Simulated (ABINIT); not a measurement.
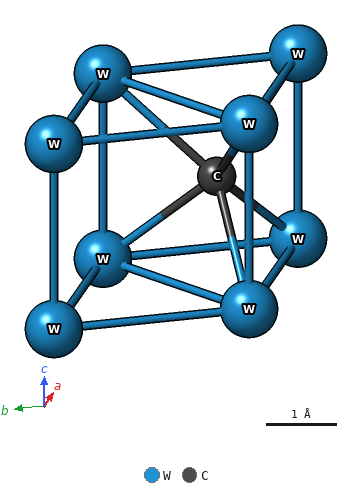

Fig. 1: The structure as given in the input (ball-and-stick view of the cell of the calculation, seen at an oblique angle). An atom can appear more than once, as a periodic image. Near neighbours in the periodic cell (some may lie outside the picture): W has 6 C at 2.20 Å and 8 W at 2.84 to 2.91 Å; C has 6 W at 2.20 Å.

**Single-point calculation of WC**

WC (P-6m2, 2 atoms in the cell), computed with Kohn-Sham DFT of a periodic cell, PBE, PseudoDojo NC SR PBE v0.4 stringent, no spin polarisation (ABINIT 10.8.3).

The structure derives from an entry of the Crystallography Open Database.

## The program's output
```
.Version 10.8.3 of ABINIT
 Symmetries : space group P-6 m 2 (#187); Bravais hP (primitive hexag.)
================================================================================
 Values of the parameters that define the memory need of the present run
     intxc =       0    ionmov =       0      iscf =       7    lmnmax =       8
     lnmax =       8     mgfft =      40  mpssoang =       4    mqgrid =    3001
     natom =       2  nloc_mem =       1    nspden =       1   nspinor =       1
    nsppol =       1      nsym =      12    n1xccc =    2501    ntypat =       2
    occopt =       4   xclevel =       2
       mpw =        1776          nfft =       57600          nkpt =          70
================================================================================
================================================================================

--------------------------------------------------------------------------------
------------- Echo of variables that govern the present computation ------------
--------------------------------------------------------------------------------
 -outvars: echo values of preprocessed input variables --------
            acell      1.0000000000E+00  1.0000000000E+00  1.0000000000E+00 Bohr
              amu      1.83850000E+02  1.20110000E+01
        boxcutmin      2.30000000E+00
             ecut      4.10000000E+01 Hartree
           enunit           1
                       outvar_i_n : Printing only first  50 k-points.
              ixc          11
                       outvar_i_n : Printing only first  50 k-points.
         kptrlatt       10    0    0      0   10    0      0    0    9
          kptrlen      4.82435741E+01
            natom           2
            nband          13
            ngfft          40      40      36
             nkpt          70
            nstep         100
             nsym          12
           ntypat           2
                       prtocc : prtvol=0, do not print more k-points.
           occopt           4
           prtden           0
        prtebands           0
           prteig           0
            prtwf           0
            rprim      5.4924889812E+00  0.0000000000E+00  0.0000000000E+00
                      -2.7462444906E+00  4.7566349877E+00  0.0000000000E+00
                       0.0000000000E+00  0.0000000000E+00  5.3603971251E+00
          spgroup         187
           tolvrs      1.00000000E-10
           tsmear      3.67493000E-03 Hartree
            typat      1  2
                       outvars : Printing only first  50 k-points.
           xangst      0.0000000000E+00  0.0000000000E+00  0.0000000000E+00
                       1.4532499990E+00  8.3903427812E-01  1.4182999990E+00
            xcart      0.0000000000E+00  0.0000000000E+00  0.0000000000E+00
                       2.7462444906E+00  1.5855449959E+00  2.6801985626E+00
             xred      0.0000000000E+00  0.0000000000E+00  0.0000000000E+00
                       6.6666666667E-01  3.3333333333E-01  5.0000000000E-01
            znucl       74.00000    6.00000

================================================================================

 chkinp: Checking input parameters for consistency.

================================================================================
== DATASET  1 ==================================================================

--- !DatasetInfo
iteration_state: {dtset: 1, }
dimensions: {natom: 2, nkpt: 70, mband: 13, nsppol: 1, nspinor: 1, nspden: 1, mpw: 1776, }
cutoff_energies: {ecut:  41.0, pawecutdg:  -1.0, }
electrons: {nelect:   1.80000000E+01, charge:   0.00000000E+00, occopt:   4.00000000E+00, tsmear:   3.67493000E-03, }
meta: {optdriver: 0, ionmov: 0, optcell: 0, iscf: 7, paral_kgb: 0, }
...

 Exchange-correlation functional for the present dataset will be:
  GGA: Perdew-Burke-Ernzerhof functional - ixc=11
  J.P.Perdew, K.Burke, M.Ernzerhof, PRL 77, 3865 (1996)

 Real(R)+Recip(G) space primitive vectors, cartesian coordinates (Bohr,Bohr^-1):
 R(1)=  5.4924890  0.0000000  0.0000000  G(1)=  0.1820668  0.1051163  0.0000000
 R(2)= -2.7462445  4.7566350  0.0000000  G(2)=  0.0000000  0.2102327  0.0000000
 R(3)=  0.0000000  0.0000000  5.3603971  G(3)=  0.0000000  0.0000000  0.1865533
 Unit cell volume ucvol=  1.4004448E+02 bohr^3
 Angles (23,13,12)=  9.00000000E+01  9.00000000E+01  1.20000000E+02 degrees

 getcut: wavevector=  0.0000  0.0000  0.0000  ngfft=  40  40  36
         ecut(hartree)=     41.000   => boxcut(ratio)=   2.32996

 getcut : COMMENT -
  Note that boxcut > 2.2 ; recall that boxcut=Gcut(box)/Gcut(sphere) = 2
  is sufficient for exact treatment of convolution.
  Such a large boxcut is a waste : you could raise ecut
  e.g. ecut=   55.644319 Hartrees makes boxcut=2

--- Pseudopotential description ------------------------------------------------
- pspini: atom type   1  psp file is ./W.upf
12 -101130 3 -1 1396                          pspcod,pspxc,lmax,lloc,mmax
     nproj     2     2     2     2

- pspini: atom type   2  psp file is ./C.upf
12 -101130 1 -1 1248                          pspcod,pspxc,lmax,lloc,mmax
     nproj     2     2     0     0

   2.88375514E+02                                ecore*ucvol(ha*bohr**3)
--------------------------------------------------------------------------------

================================================================================

--- !BeginCycle
iteration_state: {dtset: 1, }
solver: {iscf: 7, nstep: 100, nline: 4, wfoptalg: 0, }
tolerances: {tolvrs: 1.00E-10, }
...

     iter   Etot(hartree)      deltaE(h)  residm     vres2
 ETOT  1  -81.727169995385    -8.173E+01 4.449E-01 1.039E+03
 ETOT  2  -81.648682504268     7.849E-02 1.161E-01 1.790E+03
 ETOT  3  -81.887119301187    -2.384E-01 1.345E-02 1.428E+00
 ETOT  4  -81.887376682388    -2.574E-04 1.436E-02 1.474E-01
 ETOT  5  -81.887384441188    -7.759E-06 1.158E-02 4.863E-02
 ETOT  6  -81.887390385253    -5.944E-06 1.153E-02 3.620E-03
 ETOT  7  -81.887390886286    -5.010E-07 3.357E-03 1.580E-05
 ETOT  8  -81.887390888548    -2.262E-09 2.171E-03 3.127E-07
 ETOT  9  -81.887390888579    -3.081E-11 6.339E-04 5.343E-08
 ETOT 10  -81.887390888587    -7.944E-12 9.803E-04 1.113E-10
 ETOT 11  -81.887390888587    -5.258E-13 2.813E-04 6.744E-13

 At SCF step   11       vres2   =  6.74E-13 < tolvrs=  1.00E-10 =>converged.

 Cartesian components of stress tensor (hartree/bohr^3)
  sigma(1 1)= -2.03881519E-04  sigma(3 2)=  0.00000000E+00
  sigma(2 2)= -2.03881519E-04  sigma(3 1)=  0.00000000E+00
  sigma(3 3)= -1.77367143E-04  sigma(2 1)=  0.00000000E+00

--- !ResultsGS
iteration_state: {dtset: 1, }
comment   : Summary of ground state results
lattice_vectors:
- [  5.4924890,   0.0000000,   0.0000000, ]
- [ -2.7462445,   4.7566350,   0.0000000, ]
- [  0.0000000,   0.0000000,   5.3603971, ]
lattice_lengths: [   5.49249,    5.49249,    5.36040, ]
lattice_angles: [ 90.000,  90.000, 120.000, ] # degrees, (23, 13, 12)
lattice_volume:   1.4004448E+02
convergence: {deltae: -5.258E-13, res2:  6.744E-13, residm:  2.813E-04, diffor: null, }
etotal    :  -8.18873909E+01
entropy   :   0.00000000E+00
fermie    :   6.40991598E-01
cartesian_stress_tensor: # hartree/bohr^3
- [ -2.03881519E-04,   0.00000000E+00,   0.00000000E+00, ]
- [  0.00000000E+00,  -2.03881519E-04,   0.00000000E+00, ]
- [  0.00000000E+00,   0.00000000E+00,  -1.77367143E-04, ]
pressure_GPa:   5.7384E+00
xred      :
- [  0.0000E+00,   0.0000E+00,   0.0000E+00,  W]
- [  6.6667E-01,   3.3333E-01,   5.0000E-01,  C]
cartesian_forces: # hartree/bohr
- [ -0.00000000E+00,  -0.00000000E+00,  -0.00000000E+00, ]
- [ -0.00000000E+00,  -0.00000000E+00,  -0.00000000E+00, ]
force_length_stats: {min:   0.00000000E+00, max:   0.00000000E+00, mean:   0.00000000E+00, }
...

 Integrated electronic density in atomic spheres:
 ------------------------------------------------
 Atom  Sphere_radius  Integrated_density
    1        2.00000         10.17796070
    2        2.00000          4.09074643
================================================================================

 ----iterations are completed or convergence reached----

 Mean square residual over all n,k,spin=   87.972E-08; max=  28.134E-05
 reduced coordinates (array xred) for    2 atoms
       0.000000000000      0.000000000000      0.000000000000
       0.666666666667      0.333333333333      0.500000000000
 rms dE/dt=  0.0000E+00; max dE/dt=  0.0000E+00; dE/dt below (all hartree)
    1       0.000000000000      0.000000000000      0.000000000000
    2       0.000000000000      0.000000000000      0.000000000000

 cartesian coordinates (angstrom) at end:
    1      0.00000000000000     0.00000000000000     0.00000000000000
    2      1.45324999900754     0.83903427812236     1.41829999903425

 cartesian forces (hartree/bohr) at end:
    1     -0.00000000000000    -0.00000000000000    -0.00000000000000
    2     -0.00000000000000    -0.00000000000000    -0.00000000000000
 frms,max,avg= 0.0000000E+00 0.0000000E+00   0.000E+00  0.000E+00  0.000E+00 h/b

 cartesian forces (eV/Angstrom) at end:
    1     -0.00000000000000    -0.00000000000000    -0.00000000000000
    2     -0.00000000000000    -0.00000000000000    -0.00000000000000
 frms,max,avg= 0.0000000E+00 0.0000000E+00   0.000E+00  0.000E+00  0.000E+00 e/A
 length scales=  1.000000000000  1.000000000000  1.000000000000 bohr
              =  0.529177210544  0.529177210544  0.529177210544 angstroms
 Fermi (or HOMO) energy (eV) =  17.44227   Average Vxc (eV)= -14.17090
 Eigenvalues (   eV  ) for nkpt=  70  k points:
 kpt#   1, nband= 13, wtk=  0.00111, kpt=  0.0000  0.0000  0.0000 (reduced coord)
 -56.58154  -20.56649  -20.45834  -20.45834    2.97180   13.12430   14.09096   14.09096
  17.49916   20.66785   20.66785   23.03447   23.03582
 prteigrs : prtvol=0 or 1, do not print more k-points.

--- !EnergyTerms
iteration_state     : {dtset: 1, }
comment             : Components of total free energy in Hartree
kinetic             :  2.44144226803671E+01
hartree             :  8.73530008350112E+00
xc                  : -1.87456677704138E+01
Ewald energy        : -6.60113243272677E+01
psp_core            :  2.05917091639745E+00
local_psp           : -4.47314532835968E+01
non_local_psp       :  1.23921779960536E+01
internal            : -8.18873737049590E+01
'-kT*entropy'       : -1.71836280964820E-05
total_energy        : -8.18873908885871E+01
total_energy_eV     : -2.22826942214497E+03
band_energy         : -4.25277970853356E+00
...

 Cartesian components of stress tensor (hartree/bohr^3)
  sigma(1 1)= -2.03881519E-04  sigma(3 2)=  0.00000000E+00
  sigma(2 2)= -2.03881519E-04  sigma(3 1)=  0.00000000E+00
  sigma(3 3)= -1.77367143E-04  sigma(2 1)=  0.00000000E+00

-Cartesian components of stress tensor (GPa)         [Pressure=  5.7384E+00 GPa]
- sigma(1 1)= -5.99840138E+00  sigma(3 2)=  0.00000000E+00
- sigma(2 2)= -5.99840138E+00  sigma(3 1)=  0.00000000E+00
- sigma(3 3)= -5.21832151E+00  sigma(2 1)=  0.00000000E+00

== END DATASET(S) ==============================================================
================================================================================

 -outvars: echo values of variables after computation  --------
            acell      1.0000000000E+00  1.0000000000E+00  1.0000000000E+00 Bohr
           etotal     -8.1887390889E+01
            fcart     -0.0000000000E+00 -0.0000000000E+00 -0.0000000000E+00
                      -0.0000000000E+00 -0.0000000000E+00 -0.0000000000E+00
            rprim      5.4924889812E+00  0.0000000000E+00  0.0000000000E+00
                      -2.7462444906E+00  4.7566349877E+00  0.0000000000E+00
                       0.0000000000E+00  0.0000000000E+00  5.3603971251E+00
           strten     -2.0388151890E-04 -2.0388151875E-04 -1.7736714308E-04
                       0.0000000000E+00  0.0000000000E+00  0.0000000000E+00
           xangst      0.0000000000E+00  0.0000000000E+00  0.0000000000E+00
                       1.4532499990E+00  8.3903427812E-01  1.4182999990E+00
             xred      0.0000000000E+00  0.0000000000E+00  0.0000000000E+00
                       6.6666666667E-01  3.3333333333E-01  5.0000000000E-01
 Calculation completed.
```

The run was set up as follows.

## Input file
```
# Pseudopotentials
pp_dirpath "./"
pseudos "W.upf, C.upf"

# Structure
acell 3*1.0
rprim
     5.4924889812     0.0000000000     0.0000000000
    -2.7462444906     4.7566349877     0.0000000000
     0.0000000000     0.0000000000     5.3603971251
ntypat 2
znucl 74 6
natom 2
typat 1 2
xred
     0.0000000000     0.0000000000     0.0000000000
     0.6666666667     0.3333333333     0.5000000000

# Plane-wave basis
ecut 41.0

# k points
kptopt 1
ngkpt 10 10 9
nshiftk 1
shiftk 0.0 0.0 0.0

# Exchange and correlation
ixc 11

# Bands and occupations
nband 13
occopt 4
tsmear 0.00367493

# SCF cycle
nstep 100
tolvrs 1.0e-10
boxcutmin 2.3

# Output
iomode 3
prtwf 0
prtden 0
prteig 0
prtebands 0
enunit 1
```

Command:
```bash
abinit run.abi > log 2>&1
```

## Key numbers

| quantity | value |
| --- | --- |
| outcome | converged |
| space group (tolerance 0.01 Å) | P-6m2 (187) |
| electrons treated | 18 |
| free energy | −2228.2694 eV |
| Fermi energy | 17.442 eV |
| gap on the k-point mesh | none (metallic) |
| pressure | 5.74 GPa |
| largest force (length of the vector) | under 0.001 eV/Å |
| hardware | 1 thread of Arm Neoverse V2, 24 GiB of memory available, shared host |
| wall time | 52 s |
| peak memory | 0.09 GiB |

Spin–orbit coupling is left out, which matters for W. The cell is under a pressure of 5.7 GPa at this level, so it is not at its equilibrium volume.
